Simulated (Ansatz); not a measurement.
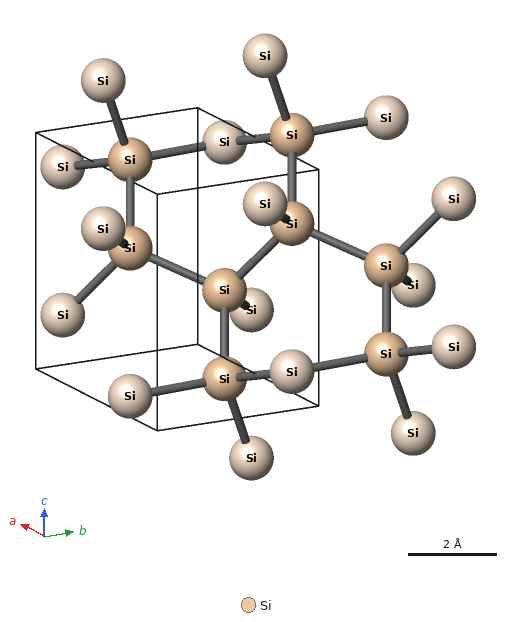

**Figure 1.** The input geometry (ball-and-stick view of the cell of the calculation, repeated 1 × 2 × 1, seen at an oblique angle; neighbours outside the cell are drawn fainter). An atom can appear more than once, as a periodic image. Near neighbours in the periodic cell (some may lie outside the picture): Si has 4 Si at 2.35 to 2.37 Å.

Run report: Si, single-point calculation

The run: single-point calculation of Si (4 atoms in the cell). Method and program: DFT r2SCAN, scalar-relativistic, plane waves, PAW, no spin polarisation (Ansatz 0.2.0).

The structure derives from a Materials Project entry. It belongs to a series of runs on one base structure; here: band edges sought over the zone.

What the program printed:
```
Engine: ansatz 0.2.0, x86_64-unknown-linux-gnu
Pseudopotentials: kind: paw
Pseudopotential: Si, paw, valence charge 4, recommended cutoff 500 eV (meta_gga), Si.paw.azcp
Functional definition: r2SCAN
  parameter k0 = 0.174
  parameter k1 = 0.065
  parameter a1 = 4.9479
  exchange = r2scan_x(k0 = k0, k1 = k1, a1 = a1)
  correlation = r2scan_c
Crystal: 4 atoms, lattice volume = 80.645 Å³
Basis set: ecut = 500 eV, 2033 PW (Γ), exchange–correlation on 120×120×192 points (64 copies of the dense FFT grid, shifted against one another)
Bands: 12, of which v1, the nominal top of the filled ones, is band 8 counted from 1 (7 counted from 0)
Symmetry: 24 space group operations
Space group: P63/mmc (ITA 194), of the structure as read, at distance tolerance 4.3e-5 Å
k-points: 76 of 864
Non-local potential: Si, projectors of the file, l = 0: 2, l = 1: 2, l = 2: 2
PAW form: soft (Blöchl's): semilocal exchange-correlation on the pseudo side does not see the compensation charge
PAW frozen core: Si, regenerated for the run's functional (the file was generated under x = pbe(κ = 0.804, μ = 0.2195149727645171), c = pbe(β = 0.06672455060314922))
PAW one-centre angular grid: Si, 302 points (default); XC on 160 Gauss nodes
Initial density: read from a saved state, or passed on in memory by an earlier SCF of this step, an earlier step, the calling program or the single point that the run made first
Initial wavefunctions: pseudopotential atomic-orbital guess
Functional: x = r2scan, c = r2scan; τ floored in thin density (d = 2e-4 eV/Å³)
iter 1 solved again at ethr=4.10e-8 eV; its pass at ethr=3.10e-3 eV (dr2=6.56e-6 eV) is discarded
SCF iter   1: F=—  HF=-2556.214773 eV  |F-HF|=—  |Δ(HF+E_count)|=         —  Δρ=2.66e-7  dr2=3.62e-11  dr2_τ=2.14e-12  ethr=4.10e-8  ⟨swp⟩=3.1  Hψ=9712  notcnv=0
eigensolver tolerance schedule: the retry pair's looser diagonalisation over-reported the residual by 181326.32 of it (diagonalisation noise at an unbounded share of the residual, at the tolerance the schedule requests for it); recorded, not acted on — ethr = c·dr2/N_el stays at c = 1.0e-1
preconditioner: auto → none  [insulator: Δε(μ)=0.608 eV  Ē_g=8.357 eV  σ=0.020 eV  W_gap=1.00  n_scr=10 (ndim 8)  ℏωp=16.5 eV  f_vac=0.000  D(μ)=0.00/eV (n_scr^D=0)  ε∞_Penn≈4.9]
SCF iter   2: F=-2556.214773 eV  HF=-2556.214773 eV  |F-HF|=2.23e-11  |Δ(HF+E_count)|=   1.01e-8  Δρ=1.35e-7  dr2=9.05e-12  dr2_τ=7.11e-13  ethr=1.00e-12  ⟨swp⟩=5.5  Hψ=4154  notcnv=0
SCF 1 converged in 2 iterations: F = -2556.214773 eV  dr2 = 9.05e-12
  greatest PAW one-centre occupation: 0.643 electrons in one spin orbital (limit 2), on the Si atom at site 3 (counted from 0), in its partial waves of l = 0
NSCF: frozen V_eff on 28 k-points
NSCF: frozen V_eff on 28 k-points
NSCF: frozen V_eff on 28 k-points
NSCF: frozen V_eff on 28 k-points
NSCF: frozen V_eff on 9 k-points
NSCF: frozen V_eff on 8 k-points
NSCF: frozen V_eff on 8 k-points
NSCF: frozen V_eff on 8 k-points
NSCF: frozen V_eff on 5 k-points
NSCF: frozen V_eff on 3 k-points
SCF converged after 2 iterations
Free energy (F): -2556.214773 eV
Harris-Foulkes:  -2556.214773 eV  (|F-HF|=2.23e-11)
Internal energy: -2556.214773 eV  (E = F + TS)
E sigma→0 (E₀):  -2556.214773 eV
Fermi energy:    6.656230 eV
--- Per-component energies (eV) ---
  E_band       = 12.914433
  E_kinetic    = 161.658067
  E_local      = -108.624472  (includes V_loc(G=0)·N_el)
  E_nonlocal   = 99.959093
  E_hartree    = 30.543518
  E_xc         = -206.020372
  E_vxc        = -198.977454  (∫ρ·V_xc dr)
  E_paw        = -2078.028619  (= ΣΔE_a)
  E_vpaw       = -9.974727  (= ΣTr[D̂ρ^β])
  E_aug_tail   = 0.000017  (compensation charges beyond the density's cutoff)
  E_vtau       = 7.786894  (kinetic-family band-sum trace: ∫τ·v_τ [+ j·A + Jᵃ·Aᵃ] dr)
  E_ewald      = -455.396273
  E_core_change = -0.305732  (= ΣΔE_core)
  E_smearing   = -0.000000  (= −TS)
  E_closure    = 0.000000  (closes the sum)
  Σ components = -2556.214773   (vs F -2556.214773, Δ=0.00e0)
--- Forces (eV/Å), atoms counted from 1 ---
  atom   1  Si     0.00000000     0.00000000    -0.00280034
  atom   2  Si    -0.00000000    -0.00000000    -0.00280034
  atom   3  Si     0.00000000     0.00000000     0.00280034
  atom   4  Si     0.00000000    -0.00000000     0.00280034
  max |Σ_I F_I| component: 4.63e-17 eV/Å
--- Stress (GPa, compression-positive) ---
        0.005187       0.000000       0.000000
        0.000000       0.005187       0.000000
        0.000000       0.000000       0.015613
  P = ⅓ Tr σ = 0.0087 GPa (0.087 kbar)
--- Band table (eV; the first three rows and the last of 76) ---
  k-point 0: bands = ["-6.4190", "-4.0280", "-1.1781", "4.7472", "4.7472", "5.9717", "6.3525", "6.3525", "7.7160", "8.5104", "8.5104", "8.8846"]
  k-point 1: bands = ["-6.3248", "-4.3648", "-0.6641", "4.8208", "4.8208", "5.1006", "6.1760", "6.1760", "7.8073", "8.6699", "8.6699", "9.2081"]
  k-point 2: bands = ["-6.0454", "-4.9987", "0.4958", "3.5389", "5.0361", "5.0361", "5.7863", "5.7863", "8.0745", "8.9716", "9.0504", "9.0504"]
  k-point 75: bands = ["-2.7992", "-2.7992", "-1.3842", "-1.3842", "1.6715", "1.6715", "4.2278", "4.2278", "8.1703", "8.1703", "10.2266", "10.2266"]
```

This output came from the following input.

Input:
```yaml
crystal:
  lattice:
    - [3.8319083607, 0.0, 0.0]
    - [-1.9159541804, 3.3185299853, 0.0]
    - [0.0, 0.0, 6.3418199155]
  atoms:
    - { symbol: Si, position: [0.3333333333, 0.6666666667, 0.0630908784] }
    - { symbol: Si, position: [0.6666666667, 0.3333333333, 0.5630908784] }
    - { symbol: Si, position: [0.3333333333, 0.6666666667, 0.4369091216] }
    - { symbol: Si, position: [0.6666666667, 0.3333333333, 0.9369091216] }
basis:
  ecutwfc: 500
kpoints:
  mp_grid: { grid: [12, 12, 6] }
  band_path: { path: [VBM, CBM], npoints: 2 }
hamiltonian:
  xc: r2scan
scf:
  occupations: { method: gaussian, width: 0.02 }
output:
  forces: true
  stress: true
  eigenvalues: true
checkpoint:
  read: start.run
  write: ck
  compress: false
  write_wavefunctions: false
  write_every: 100000
```

Launched with:
```bash
ansatz run input.yaml --threads 1 --pin off --max-ram 2560MiB --backend cpu --events-out ev --progress --plain --runs-dir out
```

Results in brief:

| quantity | value |
| --- | --- |
| outcome | converged |
| space group (tolerance 0.01 Å) | P6₃/mmc (194) |
| electrons treated | 16 |
| free energy | −2556.2148 eV |
| Fermi energy | 6.656 eV |
| gap on the k-point mesh | 0.61 eV |
| gap on the band path | 0.61 eV |
| pressure | 0.01 GPa |
| largest force (length of the vector) | 0.003 eV/Å |
| hardware | 1 thread of Intel Xeon (Sapphire Rapids), 32 GiB of memory available, shared host |
| wall time | 9.2 s |
| peak memory | 0.61 GiB |
